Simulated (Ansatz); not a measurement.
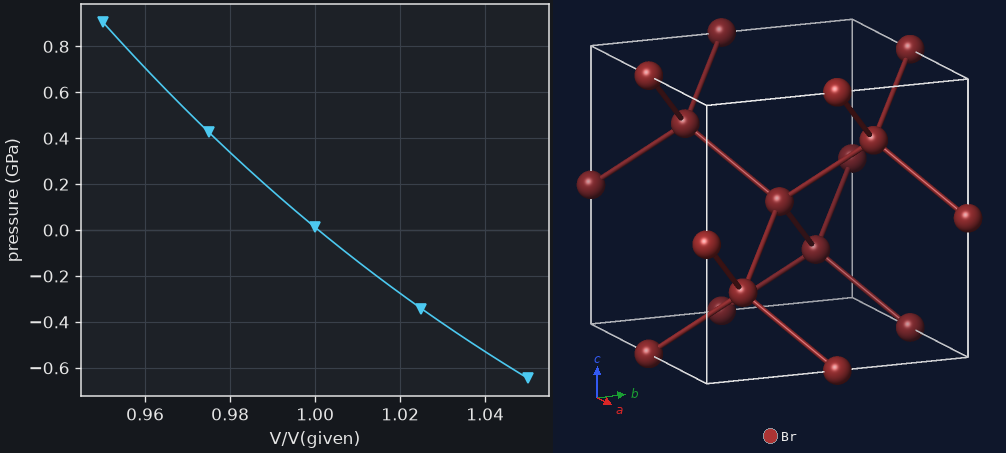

The plot gives the computed pressure against V/V(given) for Br, space group Fd-3m (No. 227). The conventional cell is drawn beside the plot.

The given structure:
```
Br
1.0
     0.00000    3.50155    3.50155
     3.50155    0.00000    3.50155
     3.50155    3.50155    0.00000
Br
2
Direct
  0.00000 0.00000 0.00000
  0.25000 0.25000 0.25000
```

Calculation (Ansatz 0.2.0): periodic Kohn-Sham DFT of a crystal at fixed atoms, scaled to the stated factor times the given cell; pressure positive in compression. Level: PBE.

method frozen-core PAW; relativity scalar; k mesh 14×14×14; occupations Fermi–Dirac; smearing width 0.05 eV; wave cutoff 420 eV; PAW set soft_2.

V(given) is 42.93 Å³/atom.

**What does the pressure do across the range?**

It falls from 0.907 GPa at V/V(given) 0.950 to −0.645 GPa at 1.050, and changes sign near 1.001.

**What does the calculation give for the volume at zero pressure from a fit of the pressures?**

43 Å³/atom.

**What does the calculation give for the bulk modulus from that fit?**

15.3 GPa.
